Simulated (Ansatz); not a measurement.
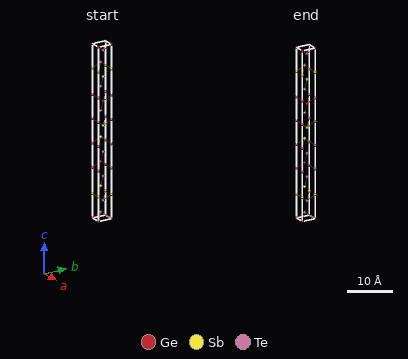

The structure of crystalline GeSb₂Te₄ (set up in R-3m) before (left) and after (right) a relaxation, at one scale.

A ball-and-stick model of the conventional cell (3 times the calculation's cell), seen slightly off an axis. Lengths and directions refer to the drawn axes.

Level of theory: Ansatz 0.2.0, DFT PBEsol, scalar-relativistic, plane waves, PAW. Settings: plane-wave cutoff 420 eV; k-point mesh 12 × 12 × 12; occupations gaussian; smearing width 0.1 eV; no spin polarisation; cell and atoms relaxed; force threshold 0.005 eV/Å; at most 80 steps.

**What changed between the two?**

The run was cut off at its time limit before the program reported convergence, but its last step already meets the force threshold: the largest component is 0.0025 eV/Å against 0.005 eV/Å. The pressure is within 0.01 GPa of its target. Over 4 geometry steps the energy falls by 0.110 eV per cell of the calculation. The largest force component goes from 0.14 to 0.0025 eV/Å. The pressure goes from −2.62 to 0.00 GPa. The largest moves relative to the cell, 0.034 Å, are those of Sb and Te atoms. By element the largest moves are Sb 0.034 Å, Te 0.033 Å. Ge stays in place. Cell: a = b 4.319 → 4.244 Å (−1.7 %), c 39.684 → 38.837 Å (−2.1 %). Volume −5.5 %. Among the contacts that change: Ge–Te 3.006 → 2.932 Å, Sb–Te 3.035 → 3.015 Å. The space group stays R-3m (No. 166).
